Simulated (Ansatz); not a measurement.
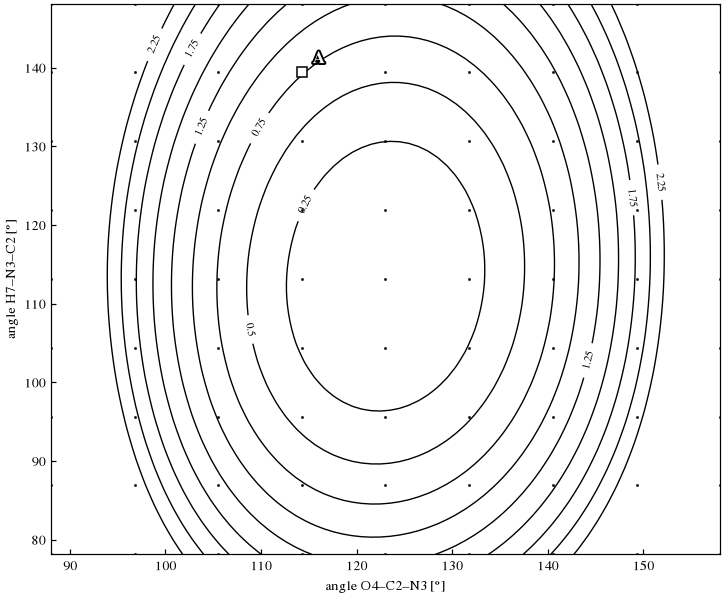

CH4N2O, SMILES NC(N)=O. 
- Coordinates scanned: (1) angle O4–C2–N3; (2) angle H7–N3–C2.
- Nothing is relaxed (all other coordinates rigid).
- The scan uses a 9 × 9 grid.
- Points are written as (first, second).
- All energies are given in eV relative to the lowest grid point.
- These are results of RKS r2SCAN-D4/def2-TZVP (Ansatz 0.2.0), not measurements.

In the figure: contour lines labelled in eV (none above 2.25), dots at the grid points, the point A. Between grid points the surface is interpolated.

Q: Is A at rest? If not, where is it pushed?

A: A, at (114.3°, 139.4°), is not a stationary point. The computed force is 0.045 eV for each degree towards larger values of angle O4–C2–N3 and 0.042 eV for each degree towards smaller values of angle H7–N3–C2.
